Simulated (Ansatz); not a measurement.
System: Si31Ge (cell with a defect).

```xyz
32
Lattice="-5.4338 -5.4338 -5.4338 5.4338 5.4338 -5.4338 5.4338 -5.4338 5.4338" Properties=species:S:1:pos:R:3 pbc="T T T"
Ge    4.0754   -1.3585   -4.0754
Si    4.0758   -4.0809   -1.3529
Si    6.7978   -1.3589   -1.3529
Si   -1.3585   -1.3585   -4.0754
Si    6.7868   -4.0698    1.3589
Si    4.0754    4.0754   -4.0754
Si   -1.3580   -4.0698   -1.3640
Si    1.3529   -1.3580   -1.3529
Si   -1.3589   -4.0698   -6.7868
Si    1.3529   -1.3589   -6.7978
Si    1.3640   -4.0698    1.3580
Si    4.0754   -1.3585    1.3585
Si    1.3529   -4.0809   -4.0758
Si    4.0749   -4.0809    4.0698
Si    1.3640   -6.7919   -1.3640
Si   -4.0698   -4.0809   -4.0749
Si    2.6970   -2.7369   -5.4538
Si    2.7200   -5.4337   -2.7200
Si    5.4538   -2.7369   -2.6970
Si    2.7168   -8.1477    0.0031
Si    0.0002   -0.0031   -5.4307
Si    2.7200    2.7168   -5.4307
Si   -2.7138   -5.4369   -2.7168
Si    0.0002   -2.7138   -2.7200
Si    2.6970    0.0199   -2.6970
Si    5.4307    2.7168   -2.7200
Si    0.0199   -5.4139   -0.0199
Si    2.7200   -2.7138   -0.0002
Si    5.4307   -0.0031   -0.0002
Si    2.7168   -5.4369    2.7138
Si   -0.0031   -8.1477   -2.7168
Si    5.4307   -5.4337   -5.4307
```

Level of theory: DFT PBEsol, scalar-relativistic, plane waves, PAW (Ansatz 0.2.0).

Predict the valence pseudo-density and electron localisation function between the atoms.

Answer. Si–Si (2.35 Å): ρ is about 0.57 e/Å³ halfway; the ELF peaks at about 0.95 between the atoms; localised, covalent bonding.
Si–Ge (2.39 Å): the density is about 0.52 e/Å³ at the midpoint; the ELF peaks at about 0.90 between the atoms (a covalent bond).

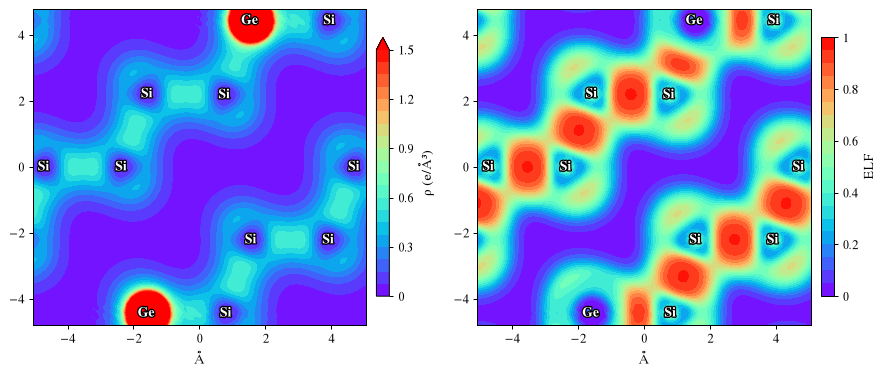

Computed valence pseudo-density and electron localisation function on the (011̄) plane of the calculation cell, in this order. 
